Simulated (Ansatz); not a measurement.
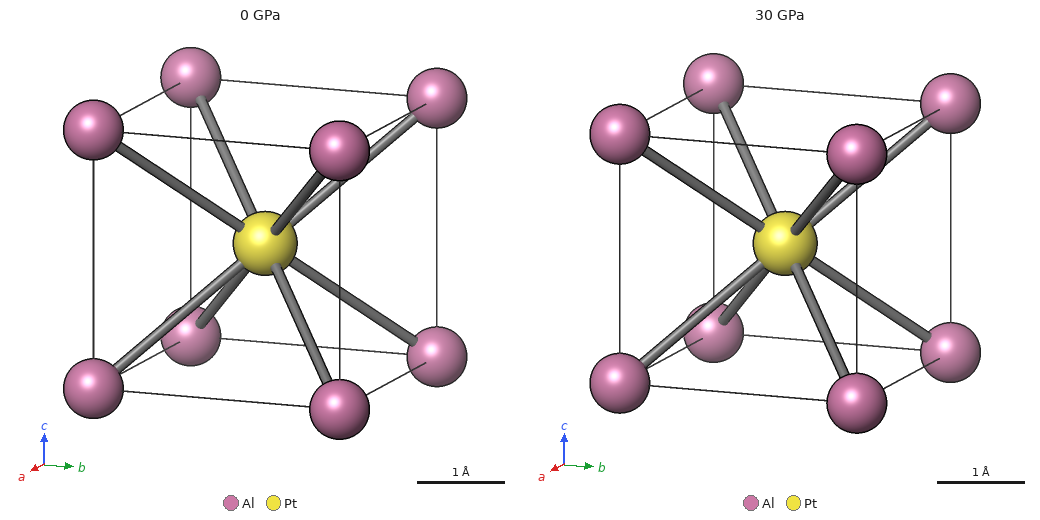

AlPt, caesium chloride (CsCl, B2) type, space group Pm-3m (No. 221), relaxed (cell and atoms) under a series of hydrostatic pressures; the conventional cell is drawn at the lowest and the highest, to one scale (sticks follow a distance rule). The start was a structure listed in the Materials Project. Other forms of this composition are known.

Alike in all runs: Ansatz 0.2.0; functional PBEsol; potentials Ansatz PAW; cutoff 420 eV; k mesh 9 × 9 × 9 on the run's cell of 2 atoms; occupations fermi-dirac, width 0.05 eV; no spin polarisation; no spin-orbit coupling.

```tsv
pressure (GPa)	volume (Å³/atom)	a (Å)
0.0	14.330	3.060
2.0	?	?
5.0	13.999	3.037
10.0	13.705	3.015
20.0	13.207	2.978
30.0	12.788	2.946
```

What equation of state do the given rows imply, and what volume does it predict for the missing row?

The fit gives V0 = 14.33 Å³/atom, B0 = 203 GPa and B0′ = 4.6, which puts the volume at 2.0 GPa at 14.19 Å³/atom. The run gave volume 14.192 Å³/atom; a 3.050 Å.

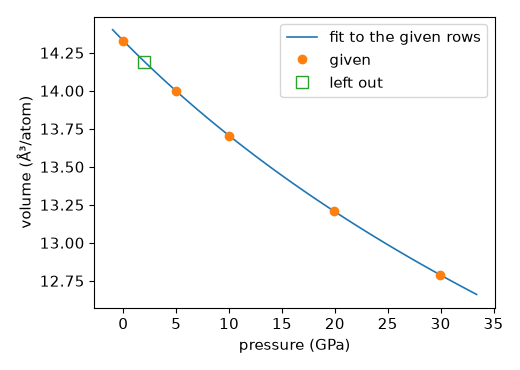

Volume against pressure, with the fit. The structure was kept in its own symmetry, so a change to another phase within this range wouldn't be seen.

Caveat: the plane-wave basis is chosen anew once the cell has moved, so the energies of steps on either side of that aren't comparable; spin-orbit coupling is left out, which matters for Pt, if less for volumes and forces than for levels.
